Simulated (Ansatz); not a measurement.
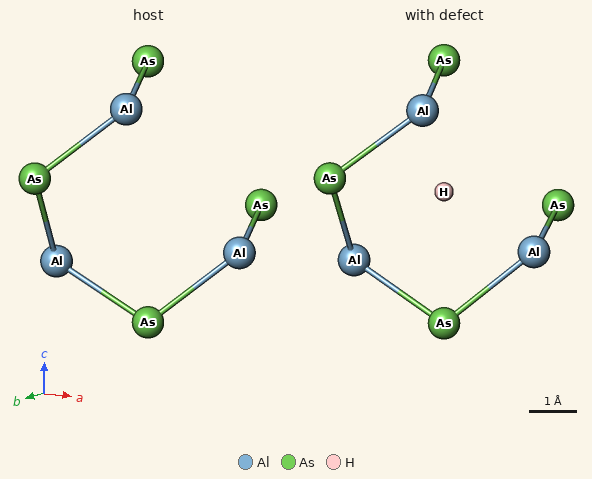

Left: perfect AlAs. Right: the same region with one point defect, after relaxing the atoms in a supercell of 16 sites. Style: ball-and-stick. Shown: the atoms within 4.6 Å of one point, in a slice 4.2 Å thick across the line of sight, from a free direction.

The calculation used DFT PBE, scalar-relativistic, plane waves, PAW (Ansatz). Settings: plane-wave cutoff 420 eV; k-point mesh 3 × 3 × 3; occupations gaussian; smearing width 0.01 eV; no spin polarisation. The cell is small and the k-mesh coarse, so the numbers are rough. A uniform background neutralises the charged cell. The axes drawn are those of the host's conventional cell.

### Which defect is it?

An extra hydrogen atom is put between the host's atoms (an interstitial).

The charge state of the cell is +1.

### How does the lattice respond?

The H atom starts with 4 Al at 2.48 Å, 6 As at 2.86 Å around its place and ends with 4 Al at 2.44 Å, 6 As at 2.89 Å. Of the host's atoms, an aluminium atom moves furthest from its site, by 0.04 Å.
